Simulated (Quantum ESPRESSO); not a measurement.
Band-structure run of PbO (part 2 of 3)

The same run, continued: PbO (P4/nmm, 4 atoms in the cell); Kohn-Sham DFT of a periodic cell, r2SCAN, SG15 PBE 1.2, no spin polarisation (Quantum ESPRESSO 7.5); cutoff 1197.3 eV, 6×6×5 k-mesh, fermi-dirac of 0.05 eV. The structure derives from an entry of the Crystallography Open Database.

Geometry of the input (Å; fractional positions):
```
3.9900  0.0000  0.0000
0.0000  3.9900  0.0000
0.0000  0.0000  5.0100
Pb 0.5000  0.0000  0.7600
Pb 0.0000  0.5000  0.2400
O  0.5000  0.5000  0.0000
O  0.0000  0.0000  0.0000
```

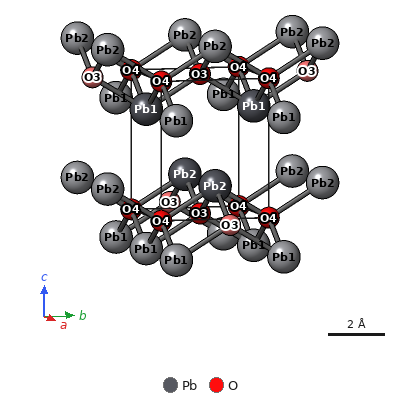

Figure 1. The input geometry (ball-and-stick view of the cell of the calculation, seen slightly off an axis; neighbours outside the cell are drawn fainter; atoms are numbered from 1 in the order of the input). An atom can appear more than once, as a periodic image.

**The program's output, continued**
```
     iteration #  9     ecut=    88.00 Ry     beta= 0.50
     Davidson diagonalization with overlap
     ethr =  1.84E-07,  avg # of iterations =  1.0

     total energy              =    -288.43766155 Ry
     estimated scf accuracy    <       0.00001325 Ry

     iteration # 10     ecut=    88.00 Ry     beta= 0.50
     Davidson diagonalization with overlap
     ethr =  3.31E-08,  avg # of iterations =  1.0

     total energy              =    -288.43766088 Ry
     estimated scf accuracy    <       0.00000552 Ry

     iteration # 11     ecut=    88.00 Ry     beta= 0.50
     Davidson diagonalization with overlap
     ethr =  1.38E-08,  avg # of iterations =  1.0

     total energy              =    -288.43766112 Ry
     estimated scf accuracy    <       0.00000008 Ry

     iteration # 12     ecut=    88.00 Ry     beta= 0.50
     Davidson diagonalization with overlap
     ethr =  2.10E-10,  avg # of iterations =  2.0

     total energy              =    -288.43766113 Ry
     estimated scf accuracy    <       0.00000006 Ry

     iteration # 13     ecut=    88.00 Ry     beta= 0.50
     Davidson diagonalization with overlap
     ethr =  1.54E-10,  avg # of iterations =  1.0

     End of self-consistent calculation

          k = 0.0000 0.0000 0.0000 (  7469 PWs)   bands (ev):

   -10.2815  -9.4735  -6.6556  -6.6556  -6.5985  -6.5624  -6.4716  -6.4276
    -6.4063  -6.4063  -6.3660  -5.4393   1.5577   1.9304   4.9369   4.9369
     7.5095   7.5479   7.5479   8.9958  11.6743  14.9482  15.0594  15.0594
    15.9964  15.9964  17.0952  17.9762

          k = 0.0000 0.0000 0.1690 (  7488 PWs)   bands (ev):

   -10.2733  -9.4694  -6.6378  -6.6378  -6.5812  -6.5764  -6.4624  -6.4351
    -6.4279  -6.4279  -6.3754  -5.4303   0.7144   2.9985   4.9964   4.9964
     7.4977   7.5378   7.5378   8.7960  11.4223  14.1768  14.1768  14.4928
    17.0130  17.0130  17.2819  18.2021

          k = 0.0000 0.0000 0.3380 (  7548 PWs)   bands (ev):

   -10.2600  -9.4628  -6.5989  -6.5968  -6.5968  -6.5464  -6.4751  -6.4751
    -6.4538  -6.4401  -6.3978  -5.4163   0.1540   4.0214   5.0974   5.0974
     7.4789   7.5183   7.5183   8.2904  11.2578  13.4573  13.4573  13.6323
    17.9638  17.9638  18.4892  18.6314

          k = 0.0000 0.1768 0.0000 (  7487 PWs)   bands (ev):

   -10.2096  -9.5107  -6.6402  -6.6389  -6.5760  -6.5458  -6.4799  -6.4351
    -6.4148  -6.3796  -6.3542  -5.4857   1.4496   1.9365   5.0355   5.1056
     6.9687   7.3644   7.4656   8.9567  12.3710  13.5704  15.1978  15.2267
    15.6404  16.1038  17.4132  19.4423

          k = 0.0000 0.1768 0.1690 (  7506 PWs)   bands (ev):

   -10.2036  -9.5080  -6.6305  -6.6226  -6.5619  -6.5554  -6.4799  -6.4440
    -6.4338  -6.3731  -6.3665  -5.4783   0.7854   2.7240   5.0534   5.1577
     7.0139   7.3552   7.4963   8.7939  12.1192  12.8481  14.4010  15.6138
    16.0087  16.9779  17.7753  19.4727

          k = 0.0000 0.1768 0.3380 (  7510 PWs)   bands (ev):

   -10.1939  -9.5035  -6.6050  -6.5902  -6.5732  -6.5278  -6.5160  -6.4730
    -6.4163  -6.3862  -6.3847  -5.4668   0.2887   3.4890   4.9870   5.2458
     7.1257   7.3376   7.7061   8.3451  11.8723  12.0727  13.7356  15.2713
    17.1010  17.7566  18.6895  19.7092

          k = 0.0000 0.1768-0.3380 (  7510 PWs)   bands (ev):

   -10.1939  -9.5035  -6.6050  -6.5902  -6.5732  -6.5278  -6.5160  -6.4730
    -6.4163  -6.3862  -6.3847  -5.4668   0.2887   3.4890   4.9870   5.2458
     7.1257   7.3376   7.7061   8.3451  11.8723  12.0727  13.7356  15.2713
    17.1010  17.7566  18.6895  19.7092

          k = 0.0000 0.1768-0.1690 (  7506 PWs)   bands (ev):

   -10.2036  -9.5080  -6.6305  -6.6226  -6.5619  -6.5554  -6.4799  -6.4440
    -6.4338  -6.3731  -6.3665  -5.4783   0.7854   2.7240   5.0534   5.1577
     7.0139   7.3552   7.4963   8.7939  12.1192  12.8481  14.4010  15.6138
    16.0087  16.9779  17.7753  19.4727

          k = 0.0000 0.3537 0.0000 (  7506 PWs)   bands (ev):

   -10.0274  -9.6254  -6.5994  -6.5970  -6.5249  -6.5144  -6.5047  -6.4334
    -6.4311  -6.4092  -6.2052  -5.6545   1.3286   1.7993   5.3969   5.5694
     6.5062   6.8706   7.0774   8.3994  12.6756  12.9863  15.1049  15.5781
    16.2422  16.2467  17.8830  20.4920

          k = 0.0000 0.3537 0.1690 (  7513 PWs)   bands (ev):

   -10.0260  -9.6256  -6.6097  -6.5854  -6.5291  -6.5276  -6.5010  -6.4337
    -6.4256  -6.3821  -6.2090  -5.6503   1.0017   2.1080   5.2302   5.6027
     6.5473   6.8674   7.2642   8.3756  12.3062  12.9482  15.0332  15.3968
    16.3963  16.6739  18.3769  20.6049

          k = 0.0000 0.3537 0.3380 (  7520 PWs)   bands (ev):

   -10.0239  -9.6260  -6.6155  -6.5705  -6.5662  -6.5350  -6.4719  -6.4434
    -6.3901  -6.3699  -6.2142  -5.6439   0.6874   2.4119   4.9860   5.6587
     6.4894   6.8607   7.7777   8.2320  11.8241  12.8031  14.5348  16.1632
    16.5375  16.9661  18.8489  20.2951

          k = 0.0000 0.3537-0.3380 (  7520 PWs)   bands (ev):

   -10.0239  -9.6260  -6.6155  -6.5705  -6.5662  -6.5350  -6.4719  -6.4434
    -6.3901  -6.3699  -6.2142  -5.6439   0.6874   2.4119   4.9860   5.6587
     6.4894   6.8607   7.7777   8.2320  11.8241  12.8031  14.5348  16.1632
    16.5375  16.9661  18.8489  20.2951

          k = 0.0000 0.3537-0.1690 (  7513 PWs)   bands (ev):

   -10.0260  -9.6256  -6.6097  -6.5854  -6.5291  -6.5276  -6.5010  -6.4337
    -6.4256  -6.3821  -6.2090  -5.6503   1.0017   2.1080   5.2302   5.6027
     6.5473   6.8674   7.2642   8.3756  12.3062  12.9482  15.0332  15.3968
    16.3963  16.6739  18.3769  20.6049

          k = 0.0000-0.5305 0.0000 (  7482 PWs)   bands (ev):

    -9.8102  -9.8098  -6.5512  -6.5507  -6.5480  -6.5478  -6.4509  -6.4505
    -6.4317  -6.4317  -5.9371  -5.9370   1.4804   1.4804   5.9982   5.9994
     6.2123   6.2125   7.4241   7.4244  12.7060  12.7066  16.0401  16.0403
    16.0667  16.0670  18.8635  18.8637

          k = 0.0000-0.5305 0.1690 (  7518 PWs)   bands (ev):

    -9.8116  -9.8113  -6.5754  -6.5753  -6.5483  -6.5478  -6.4404  -6.4399
    -6.4040  -6.4040  -5.9364  -5.9363   1.4468   1.4469   5.7936   5.7945
     6.2243   6.2244   7.6795   7.6801  12.6127  12.6133  15.9122  15.9124
    16.1947  16.1950  19.2608  19.2611

          k = 0.0000-0.5305 0.3380 (  7508 PWs)   bands (ev):

    -9.8140  -9.8136  -6.6068  -6.6067  -6.5435  -6.5430  -6.4232  -6.4227
    -6.3722  -6.3722  -5.9350  -5.9349   1.3919   1.3920   5.5553   5.5559
     6.2437   6.2439   7.9949   7.9959  12.4713  12.4718  15.7194  15.7196
    16.6101  16.6104  19.2982  19.2985

          k = 0.1768 0.0000 0.0000 (  7487 PWs)   bands (ev):

   -10.2096  -9.5107  -6.6402  -6.6389  -6.5760  -6.5458  -6.4799  -6.4351
    -6.4148  -6.3796  -6.3542  -5.4857   1.4496   1.9365   5.0355   5.1056
     6.9687   7.3644   7.4656   8.9567  12.3710  13.5704  15.1978  15.2267
    15.6404  16.1038  17.4132  19.4422

          k = 0.1768 0.0000 0.1690 (  7506 PWs)   bands (ev):

   -10.2036  -9.5080  -6.6305  -6.6226  -6.5619  -6.5554  -6.4799  -6.4440
    -6.4338  -6.3731  -6.3665  -5.4783   0.7854   2.7240   5.0534   5.1577
     7.0139   7.3552   7.4963   8.7939  12.1192  12.8481  14.4010  15.6138
    16.0087  16.9779  17.7753  19.4727

          k = 0.1768 0.0000 0.3380 (  7510 PWs)   bands (ev):

   -10.1939  -9.5035  -6.6050  -6.5902  -6.5732  -6.5278  -6.5160  -6.4730
    -6.4163  -6.3862  -6.3847  -5.4668   0.2887   3.4890   4.9870   5.2458
     7.1257   7.3376   7.7061   8.3451  11.8723  12.0727  13.7356  15.2713
    17.1010  17.7566  18.6895  19.7092

          k = 0.1768 0.0000-0.3380 (  7510 PWs)   bands (ev):

   -10.1939  -9.5035  -6.6050  -6.5902  -6.5732  -6.5278  -6.5160  -6.4730
    -6.4163  -6.3862  -6.3847  -5.4668   0.2887   3.4890   4.9870   5.2458
     7.1257   7.3376   7.7061   8.3451  11.8723  12.0727  13.7356  15.2713
    17.1010  17.7566  18.6895  19.7092

          k = 0.1768 0.0000-0.1690 (  7506 PWs)   bands (ev):

   -10.2036  -9.5080  -6.6305  -6.6226  -6.5619  -6.5554  -6.4799  -6.4440
    -6.4338  -6.3731  -6.3665  -5.4783   0.7854   2.7240   5.0534   5.1577
     7.0139   7.3552   7.4963   8.7939  12.1192  12.8481  14.4010  15.6138
    16.0087  16.9779  17.7753  19.4727

          k = 0.1768 0.1768 0.0000 (  7502 PWs)   bands (ev):

   -10.1449  -9.5409  -6.6443  -6.5999  -6.5561  -6.5324  -6.4866  -6.4374
    -6.3970  -6.3910  -6.3281  -5.5236   1.3144   1.8910   4.9206   5.5393
     6.6188   6.8874   7.8297   8.8534  12.7867  13.5310  14.0368  14.5586
    16.1906  16.4327  18.4354  20.0521

          k = 0.1768 0.1768 0.1690 (  7493 PWs)   bands (ev):

   -10.1407  -9.5390  -6.6267  -6.6019  -6.5462  -6.5401  -6.4758  -6.4508
    -6.4193  -6.3957  -6.3148  -5.5153   0.8128   2.4580   4.8274   5.6007
     6.8223   6.8795   7.8323   8.6781  12.5891  12.8307  13.4393  15.6696
    16.5890  16.6123  18.4750  20.1127

          k = 0.1768 0.1768 0.3380 (  7527 PWs)   bands (ev):

   -10.1339  -9.5360  -6.6041  -6.5849  -6.5544  -6.5203  -6.4881  -6.4666
    -6.4568  -6.3928  -6.3001  -5.5023   0.3879   3.0498   4.6129   5.7159
     6.7021   7.4532   7.8367   8.2744  11.8815  12.3992  13.2895  16.1591
    16.8943  16.9690  19.4924  20.1089

          k = 0.1768 0.1768-0.3380 (  7527 PWs)   bands (ev):

   -10.1339  -9.5360  -6.6041  -6.5849  -6.5544  -6.5203  -6.4881  -6.4666
    -6.4568  -6.3928  -6.3001  -5.5023   0.3879   3.0498   4.6129   5.7159
     6.7021   7.4532   7.8367   8.2744  11.8815  12.3992  13.2895  16.1591
    16.8943  16.9690  19.4924  20.1089

          k = 0.1768 0.1768-0.1690 (  7493 PWs)   bands (ev):

   -10.1407  -9.5390  -6.6267  -6.6019  -6.5462  -6.5401  -6.4758  -6.4508
    -6.4193  -6.3957  -6.3148  -5.5153   0.8128   2.4580   4.8274   5.6007
     6.8223   6.8795   7.8323   8.6781  12.5891  12.8307  13.4393  15.6696
    16.5890  16.6123  18.4750  20.1127

          k = 0.1768 0.3537 0.0000 (  7507 PWs)   bands (ev):

    -9.9830  -9.6363  -6.6051  -6.5574  -6.5161  -6.5066  -6.4981  -6.4266
    -6.4122  -6.4062  -6.1885  -5.6703   1.1387   1.6374   5.1661   6.1754
     6.3459   6.4452   7.7106   8.3082  12.5144  12.7677  14.5201  14.7298
    16.6622  16.7848  18.7671  18.9692

          k = 0.1768 0.3537 0.1690 (  7499 PWs)   bands (ev):

    -9.9824  -9.6365  -6.5974  -6.5725  -6.5199  -6.5045  -6.4908  -6.4441
    -6.4123  -6.3919  -6.1717  -5.6595   0.9170   1.8584   4.8773   6.1066
     6.3575   6.8566   7.7098   8.2193  12.3068  12.8749  13.8920  15.3864
    16.4743  17.1444  18.8580  19.4923

          k = 0.1768 0.3537 0.3380 (  7516 PWs)   bands (ev):

    -9.9814  -9.6368  -6.6023  -6.5692  -6.5345  -6.5056  -6.4757  -6.4490
    -6.4184  -6.3877  -6.1428  -5.6427   0.6788   2.1129   4.5466   6.0052
     6.3535   7.4111   7.7180   8.0567  11.9470  13.0674  13.6460  15.8040
    16.2401  17.0385  19.9167  20.2148

          k = 0.1768 0.3537-0.3380 (  7516 PWs)   bands (ev):

    -9.9814  -9.6368  -6.6023  -6.5692  -6.5345  -6.5056  -6.4757  -6.4490
    -6.4184  -6.3877  -6.1428  -5.6427   0.6788   2.1129   4.5466   6.0052
     6.3535   7.4111   7.7180   8.0567  11.9470  13.0674  13.6460  15.8040
    16.2401  17.0385  19.9167  20.2148

          k = 0.1768 0.3537-0.1690 (  7499 PWs)   bands (ev):

    -9.9824  -9.6365  -6.5974  -6.5725  -6.5199  -6.5045  -6.4908  -6.4441
    -6.4123  -6.3919  -6.1717  -5.6595   0.9170   1.8584   4.8773   6.1066
     6.3575   6.8566   7.7098   8.2193  12.3068  12.8749  13.8920  15.3864
    16.4743  17.1444  18.8580  19.4923

          k = 0.1768-0.5305 0.0000 (  7486 PWs)   bands (ev):

    -9.7938  -9.7934  -6.5506  -6.5502  -6.5278  -6.5277  -6.4395  -6.4393
    -6.4173  -6.4172  -5.9313  -5.9312   1.2624   1.2624   5.7116   5.7125
     6.6720   6.6722   7.5565   7.5567  12.3658  12.3661  15.0401  15.0403
    16.8441  16.8444  18.7046  18.7047

          k = 0.1768-0.5305 0.1690 (  7504 PWs)   bands (ev):

    -9.7951  -9.7947  -6.5688  -6.5686  -6.5188  -6.5185  -6.4500  -6.4497
    -6.3972  -6.3971  -5.9170  -5.9169   1.2528   1.2528   5.4255   5.4262
     6.8621   6.8623   7.6433   7.6438  12.4202  12.4205  14.8748  14.8750
    16.9219  16.9221  19.0822  19.0822

          k = 0.1768-0.5305 0.3380 (  7504 PWs)   bands (ev):

    -9.7972  -9.7968  -6.5894  -6.5893  -6.5219  -6.5214  -6.4308  -6.4303
    -6.3921  -6.3921  -5.8937  -5.8935   1.2360   1.2361   5.1154   5.1160
     6.9980   6.9980   7.7824   7.7833  12.5953  12.5957  14.6766  14.6768
    16.7150  16.7151  20.1360  20.1360

          k = 0.1768-0.5305-0.3380 (  7504 PWs)   bands (ev):

    -9.7972  -9.7968  -6.5894  -6.5893  -6.5219  -6.5214  -6.4308  -6.4303
    -6.3921  -6.3921  -5.8937  -5.8935   1.2360   1.2361   5.1154   5.1160
     6.9980   6.9980   7.7824   7.7833  12.5953  12.5957  14.6766  14.6768
    16.7150  16.7151  20.1360  20.1360

          k = 0.1768-0.5305-0.1690 (  7504 PWs)   bands (ev):

    -9.7951  -9.7947  -6.5688  -6.5686  -6.5188  -6.5185  -6.4500  -6.4497
    -6.3972  -6.3971  -5.9170  -5.9169   1.2528   1.2528   5.4255   5.4262
     6.8621   6.8623   7.6433   7.6438  12.4202  12.4205  14.8748  14.8750
    16.9219  16.9221  19.0822  19.0822

          k = 0.1768-0.3537 0.0000 (  7507 PWs)   bands (ev):

    -9.9830  -9.6363  -6.6051  -6.5574  -6.5161  -6.5066  -6.4981  -6.4266
    -6.4122  -6.4062  -6.1885  -5.6703   1.1387   1.6374   5.1661   6.1754
     6.3459   6.4452   7.7106   8.3082  12.5144  12.7677  14.5201  14.7298
    16.6622  16.7848  18.7671  18.9692

          k = 0.1768-0.3537 0.1690 (  7499 PWs)   bands (ev):

    -9.9824  -9.6365  -6.5974  -6.5725  -6.5199  -6.5045  -6.4908  -6.4441
    -6.4123  -6.3919  -6.1717  -5.6595   0.9170   1.8584   4.8773   6.1066
     6.3575   6.8566   7.7098   8.2193  12.3068  12.8749  13.8920  15.3864
    16.4743  17.1444  18.8580  19.4923

          k = 0.1768-0.3537 0.3380 (  7516 PWs)   bands (ev):

    -9.9814  -9.6368  -6.6023  -6.5692  -6.5345  -6.5056  -6.4757  -6.4490
    -6.4184  -6.3877  -6.1428  -5.6427   0.6788   2.1129   4.5466   6.0052
     6.3535   7.4111   7.7180   8.0567  11.9470  13.0674  13.6460  15.8040
    16.2401  17.0385  19.9167  20.2148

          k = 0.1768-0.3537-0.3380 (  7516 PWs)   bands (ev):

    -9.9814  -9.6368  -6.6023  -6.5692  -6.5345  -6.5056  -6.4757  -6.4490
    -6.4184  -6.3877  -6.1428  -5.6427   0.6788   2.1129   4.5466   6.0052
     6.3535   7.4111   7.7180   8.0567  11.9470  13.0674  13.6460  15.8040
    16.2401  17.0385  19.9167  20.2148

          k = 0.1768-0.3537-0.1690 (  7499 PWs)   bands (ev):

    -9.9824  -9.6365  -6.5974  -6.5725  -6.5199  -6.5045  -6.4908  -6.4441
    -6.4123  -6.3919  -6.1717  -5.6595   0.9170   1.8584   4.8773   6.1066
     6.3575   6.8566   7.7098   8.2193  12.3068  12.8749  13.8920  15.3864
    16.4743  17.1444  18.8580  19.4923

          k = 0.1768-0.1768 0.0000 (  7502 PWs)   bands (ev):

   -10.1449  -9.5409  -6.6443  -6.5999  -6.5561  -6.5324  -6.4866  -6.4374
    -6.3970  -6.3910  -6.3281  -5.5236   1.3144   1.8910   4.9206   5.5393
     6.6188   6.8874   7.8297   8.8534  12.7867  13.5310  14.0368  14.5586
    16.1906  16.4327  18.4354  20.0521

          k = 0.1768-0.1768 0.1690 (  7493 PWs)   bands (ev):

   -10.1407  -9.5390  -6.6267  -6.6019  -6.5462  -6.5401  -6.4758  -6.4508
    -6.4193  -6.3957  -6.3148  -5.5153   0.8128   2.4580   4.8274   5.6007
     6.8223   6.8795   7.8323   8.6781  12.5891  12.8307  13.4393  15.6696
    16.5890  16.6123  18.4750  20.1128

          k = 0.1768-0.1768 0.3380 (  7527 PWs)   bands (ev):

   -10.1339  -9.5360  -6.6041  -6.5849  -6.5544  -6.5203  -6.4881  -6.4666
    -6.4568  -6.3928  -6.3001  -5.5023   0.3879   3.0498   4.6129   5.7159
     6.7021   7.4532   7.8367   8.2744  11.8815  12.3992  13.2895  16.1591
    16.8943  16.9690  19.4924  20.1089

          k = 0.1768-0.1768-0.3380 (  7527 PWs)   bands (ev):

   -10.1339  -9.5360  -6.6041  -6.5849  -6.5544  -6.5203  -6.4881  -6.4666
    -6.4568  -6.3928  -6.3001  -5.5023   0.3879   3.0498   4.6129   5.7159
     6.7021   7.4532   7.8367   8.2744  11.8815  12.3992  13.2895  16.1591
    16.8943  16.9690  19.4924  20.1089

          k = 0.1768-0.1768-0.1690 (  7493 PWs)   bands (ev):

   -10.1407  -9.5390  -6.6267  -6.6019  -6.5462  -6.5401  -6.4758  -6.4508
    -6.4193  -6.3957  -6.3148  -5.5153   0.8128   2.4580   4.8274   5.6007
     6.8223   6.8795   7.8323   8.6781  12.5891  12.8307  13.4393  15.6696
    16.5890  16.6123  18.4750  20.1127

          k = 0.3537 0.0000 0.0000 (  7506 PWs)   bands (ev):

   -10.0274  -9.6254  -6.5994  -6.5970  -6.5249  -6.5144  -6.5047  -6.4334
    -6.4311  -6.4092  -6.2052  -5.6545   1.3286   1.7993   5.3969   5.5694
     6.5062   6.8706   7.0774   8.3994  12.6756  12.9863  15.1049  15.5781
    16.2422  16.2467  17.8830  20.4920

          k = 0.3537 0.0000 0.1690 (  7513 PWs)   bands (ev):

   -10.0260  -9.6256  -6.6097  -6.5854  -6.5291  -6.5276  -6.5010  -6.4337
    -6.4256  -6.3821  -6.2090  -5.6503   1.0017   2.1080   5.2302   5.6027
     6.5473   6.8674   7.2642   8.3756  12.3062  12.9482  15.0332  15.3968
    16.3963  16.6739  18.3769  20.6049

          k = 0.3537 0.0000 0.3380 (  7520 PWs)   bands (ev):

   -10.0239  -9.6260  -6.6155  -6.5705  -6.5662  -6.5350  -6.4719  -6.4434
    -6.3901  -6.3699  -6.2142  -5.6439   0.6874   2.4119   4.9860   5.6587
     6.4894   6.8607   7.7777   8.2320  11.8241  12.8031  14.5348  16.1632
    16.5375  16.9661  18.8489  20.2951

          k = 0.3537 0.0000-0.3380 (  7520 PWs)   bands (ev):

   -10.0239  -9.6260  -6.6155  -6.5705  -6.5662  -6.5350  -6.4719  -6.4434
    -6.3901  -6.3699  -6.2142  -5.6439   0.6874   2.4119   4.9860   5.6587
     6.4894   6.8607   7.7777   8.2320  11.8241  12.8031  14.5348  16.1632
    16.5375  16.9661  18.8489  20.2951

          k = 0.3537 0.0000-0.1690 (  7513 PWs)   bands (ev):

   -10.0260  -9.6256  -6.6097  -6.5854  -6.5291  -6.5276  -6.5010  -6.4337
    -6.4256  -6.3821  -6.2090  -5.6503   1.0017   2.1080   5.2302   5.6027
     6.5473   6.8674   7.2642   8.3756  12.3062  12.9482  15.0332  15.3968
    16.3963  16.6739  18.3769  20.6049

          k = 0.3537 0.1768 0.0000 (  7507 PWs)   bands (ev):
```
